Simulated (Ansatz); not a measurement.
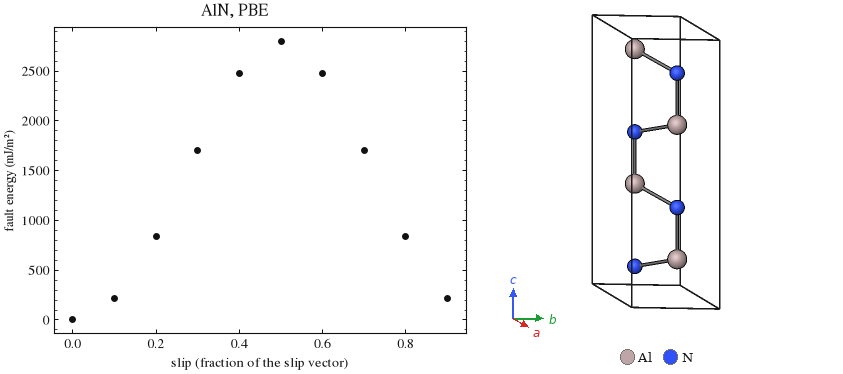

The plot gives the computed fault energy against slip for AlN, space group P6_3mc (No. 186). The cell is drawn beside the plot.

The given structure:
```
CELL_PARAMETERS angstrom
-3.11100 0.00000 0.00000
-1.55550 -2.69421 0.00000
0.00000 0.00000 9.95600
ATOMIC_POSITIONS crystal
Al 0.33333 0.33333 0.90375
Al 0.33333 0.33333 0.40375
Al 0.66667 0.66667 0.15375
Al 0.66667 0.66667 0.65375
N 0.33333 0.33333 0.09625
N 0.33333 0.33333 0.59625
N 0.66667 0.66667 0.34625
N 0.66667 0.66667 0.84625
```

Computed with Ansatz 0.2.0: rigid slide of a crystal across a plane by tilting cell vector c, one fault a cell, unrelaxed, by plane-wave density functional theory with PAW datasets, free energies less that of the undisturbed cell; scalar-relativistic. Level: PBE, no spin polarisation.

| setting | value |
| --- | --- |
| wave cutoff | 420 eV |
| k mesh | 8×8×3 |
| occupations | Gaussian |
| smearing width | 0.05 eV |
| k shift | (0, 0, 0) (mesh steps) |
| start | as given |
| height of the cut | 0 (fraction of cell vector c) |
| slip vector | (1, 0) (multiples of cell vectors a and b) |

The points at slip 0.6, 0.7, 0.8 and 0.9 follow from computed ones by symmetry.

**How high is the barrier to slip, and is there a metastable fault?**

The highest fault energy among the points, the barrier to rigid slip along this vector, is 2790 mJ/m² at slip 0.5; no local minimum, hence no metastable fault, shows among the points.

**What does the calculation give for the spacing at cut?**

1.92 Å.

Keep in mind: odd k mesh can miss points on the zone edge; reference crystal is not relaxed.
